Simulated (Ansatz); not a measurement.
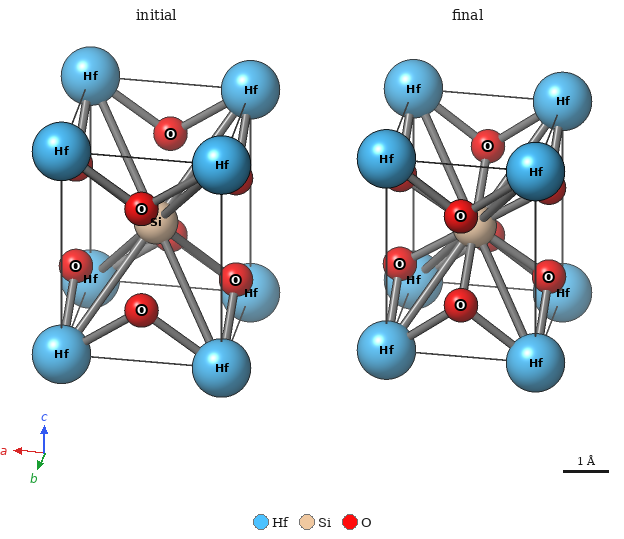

The structure of crystalline HfSiO$_{4}$ (a generated structure, set up in P4/mmm) (coarse preliminary run) before (left) and after (right) a relaxation, at one scale.

The picture is a ball-and-stick view of the cell of the calculation, seen from a free direction.

The calculation used DFT PBE, scalar-relativistic, plane waves, PAW (Ansatz). Set-up: plane-wave cutoff 420 eV; k-point mesh 6 × 6 × 4; occupations gaussian; smearing width 0.1 eV; no spin polarisation; cell and atoms relaxed; force threshold 0.04 eV/Å; at most 70 steps.

**Describe what moved and what it gained.**

The largest moves relative to the cell, 0.087 Å, are those of O atoms. Si and Hf stay in place. The drawn cell changes as follows: a = b 3.691 → 3.437 Å (−6.9 %), c 5.219 → 4.918 Å (−5.8 %); the volume changes by −18.3 %. Among the contacts that change: Hf–Hf 3.691 → 3.437 Å, Hf–Si 3.691 → 3.457 Å, O–Si 2.260 → 2.064 Å, Hf–O 2.260 → 2.165 Å. Bond angles that change, for instance: Hf–O–Hf 109.5° → 105.1°. The space group stays P4/mmm (No. 123). The energy falls by 1.568 eV per cell of the calculation in 5 accepted moves (7 points after the start). The largest force component goes from 0.91 to 0.0047 eV/Å. The pressure goes from −27.71 to 0.04 GPa. At 2 points the geometry stayed and the basis and grid were re-selected for the new cell (energy shift of 22.9 meV per cell of the calculation at most each time). The run took 41 s on 1 thread of Intel(R) Xeon(R) Processor @ 2.70GHz, with other jobs on the host, peak memory 0.41 GiB.
